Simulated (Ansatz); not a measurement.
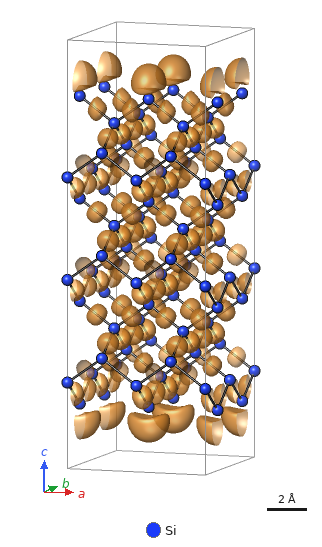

Figure. Si (slab). Isosurface of the ELF at 0.85 (orange), seen slightly off an axis. Core shells and regions of very low density are left out. Sticks mark near contacts.

Changed on purpose from its base cell (repeats removed: -1).

Theory: DFT PBEsol, scalar-relativistic, plane waves, PAW in Ansatz 0.2.0.

Core electrons are frozen (PAW), and the valence fields are smoothed inside the atomic spheres.

```
Si
1.0
     3.84172    0.00000    0.00000
     0.00000    3.84172    0.00000
     0.00000    0.00000   31.29902
Si
13
Cartesian
  0.0000 1.9209 7.4999
  0.0000 0.0000 8.8582
  1.9209 0.0000 10.2166
  1.9209 1.9209 11.5747
  0.0000 1.9209 12.9331
  0.0000 0.0000 14.2911
  1.9209 0.0000 15.6495
  1.9209 1.9209 17.0079
  0.0000 1.9209 18.3660
  0.0000 0.0000 19.7243
  1.9209 0.0000 21.0824
  1.9209 1.9209 22.4408
  0.0000 1.9209 23.7992
```

Where are the electrons localised?

The surface consists of 24 regions between bonded Si–Si atoms and two lobes on Si, pointing away from the bonds (lone pairs), counted in one cell of 13 atoms. Counts are for one cell; the picture repeats the cell along the surface.

Values along the shortest contacts:
Si–Si (2.35 Å): the ELF peaks at about 0.95 between the atoms.
